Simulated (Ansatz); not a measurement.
The calculation's input:

```
crystal:
  lattice:
    - [2.1243184923, -2.6725824964, 0.0]
    - [2.1243184923, 2.6725824964, 0.0]
    - [-2.1151288124, 0.0, 2.8921990043]
  atoms:
    - { symbol: Hg, position: [0.0, 0.0, 0.0] }
basis:
  ecutwfc: 420
  fft_grid_basis: typed
kpoints:
  mp_grid: { grid: [12, 12, 12] }
hamiltonian:
  xc: pbe
  pseudopotentials: { kind: paw }
scf:
  occupations: { method: gaussian, width: 0.05 }
output:
  forces: true
  stress: true
  eigenvalues: true
  bader: true
  write_density: true
  volumetric_format: npy
  elf: true
```

Command:

```sh
ansatz run input.yaml --threads 1 --pin off --max-ram 2560MiB --backend cpu --events-out ev --progress --plain --runs-dir out
```

The picture shows the conventional cell (a = 4.25 Å, b = 5.35 Å, c = 5.78 Å, α = 90.00°, β = 89.82°, γ = 90.00°).

Space group C2/m. The cell comes from a database of computed structures, not from a measurement.

Theory: DFT PBE, scalar-relativistic, plane waves, PAW in Ansatz.

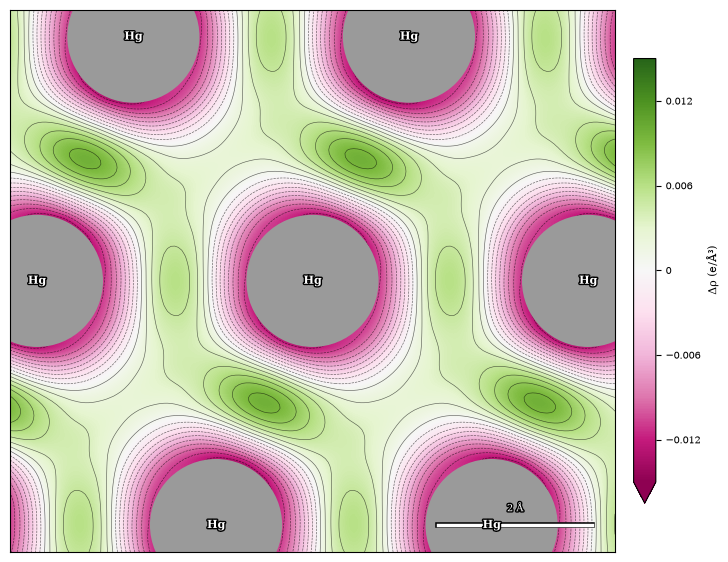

Hg. Density of the crystal less the sum of free-atom densities: a map on the (111) plane of the conventional cell, with grey discs over the atomic cores. Cores are masked to 0.9 Å (Hg).

In a PAW calculation such maps are meaningful between the atoms, not at the nuclei.

Q: Read the map: where is density gained and where lost?

A: Over the whole cell, outside the masked cores, the largest gain, 0.010 e/Å³, lies 1.7 Å from a mercury nucleus, and the largest loss lies at the edge of the masked core of Hg.
The rearranged charge, half the integral of |Δρ|, is about 0.07 e an atom.

Run time: 24 s on 1 thread of Arm Neoverse N1 (shared host), peak memory 0.43 GiB.
